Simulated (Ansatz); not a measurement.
The coordinates of a crystal:

```
CELL_PARAMETERS angstrom
3.42658 0.00000 0.00000
-1.71329 2.96750 0.00000
0.00000 0.00000 4.11259
ATOMIC_POSITIONS crystal
Mg 0.66667 0.33333 0.75000
Mg 0.33333 0.66667 0.25000
O 0.66667 0.33333 0.25000
O 0.33333 0.66667 0.75000
```

Before looking at a picture, describe the arrangement of atoms.

This is MgO. Symmetry: P6_3/mmc (No. 194), primitive hexagonal lattice. Content of the cell: 2 Mg, 2 O (Z = 2). The neighbours of Mg are five O in a trigonal bipyramidal arrangement at 1.98 to 2.06 Å. Each O has five Mg in a trigonal bipyramidal arrangement at 1.98 to 2.06 Å. The bonds build a three-dimensional framework.

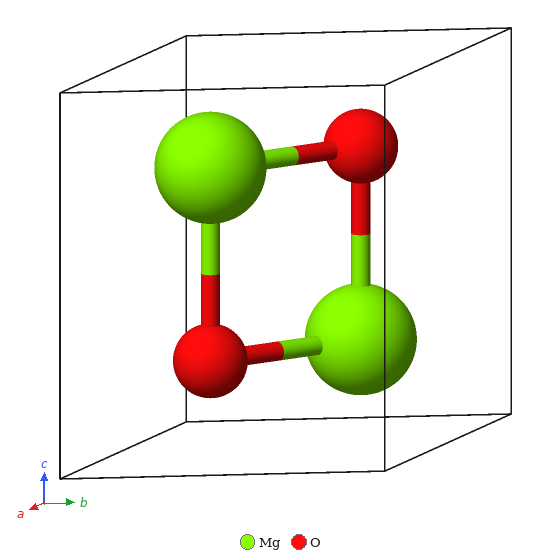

Shown here is a ball-and-stick view of the crystal, taken slightly off an axis. The parallelepiped is the conventional unit cell.

The structure comes from a structure listed in the Materials Project. The cell was then strained or its atoms displaced on purpose. A calculation with Ansatz used it as input.
